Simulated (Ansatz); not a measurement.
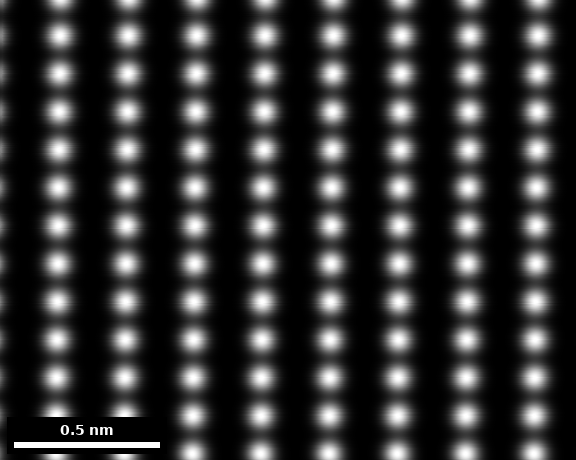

Dark-field STEM-like image of V (P6_3/mmc, No. 194). Simulation: incoherent imaging, intensity Z^1.8 per atom, probe width 0.73 Å, thin sample. A slight drift was added. Atomic positions: the end point of a relaxation with Ansatz, DFT PBE, scalar-relativistic, plane waves, PAW; the starting structure was generated, so it need not be a known form of this composition.

```xyz
2
Lattice="2.6101 0.0000 0.0000 -1.3051 2.2604 0.0000 0.0000 0.0000 4.6887" Properties=species:S:1:pos:R:3 pbc="T T T"
V     0.0000    1.5070    3.5165
V     1.3051    0.7535    1.1722
```

### Which beam direction gives this image, [210], [100], [211] or [101]? (Directions equivalent by symmetry count as one.)

[210]. The projected cells are 1.31 × 2.34 Å, 90° for [210]; 2.26 × 4.69 Å, 90° for [100]; 2.09 × 2.09 Å, 103° for [211]; 2.28 × 2.53 Å, 117° for [101], and the image repeats as the [210] one does.
